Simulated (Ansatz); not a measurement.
**Polymorphs of GaN told apart by optics**

Method, alike for all: Ansatz, PBE, independent particles, with spin-orbit coupling, line width 0.1 eV (Gaussian).

Structure 1:

The structure is cubic, space group F-43m (No. 216). The conventional cell has a = 4.507 Å, b = 4.507 Å, c = 4.507 Å, α = 90.00°, β = 90.00°, γ = 90.00°. Ga on site a is surrounded by 4 N at 1.95 Å. Around N on site d lie 4 Ga at 1.95 Å.

Structure 2:

Symmetry: P6_3mc, No. 186, hexagonal system. Conventional cell: a = 3.180 Å, b = 3.180 Å, c = 5.166 Å, α = 90.00°, β = 90.00°, γ = 120.00°. Ga on site b is surrounded by 4 N at 1.94 to 1.95 Å. Around N on site b lie 4 Ga at 1.94 to 1.95 Å.

Spectrum A:

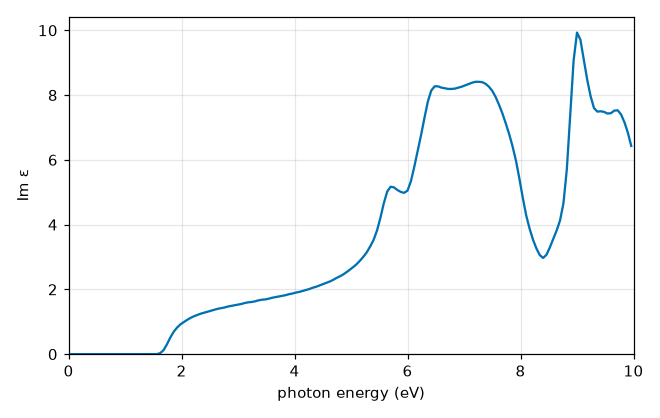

Spectrum B:

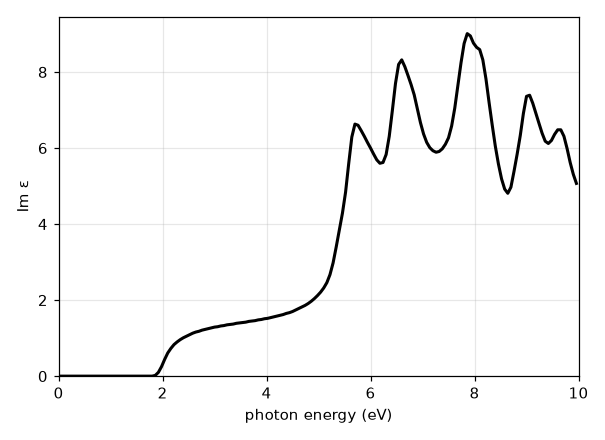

Which spectrum belongs to which structure?

A is structure 1 (F-43m, 11.4 Å³ an atom): least direct gap 1.71 eV, ε∞ = 6.09 along the first axis, strongest peak along the first axis at 9.02 eV. B is structure 2 (P6_3mc, 11.3 Å³ an atom): least direct gap 1.96 eV, ε∞ = 5.88 along the first axis, strongest peak along the first axis at 7.88 eV.
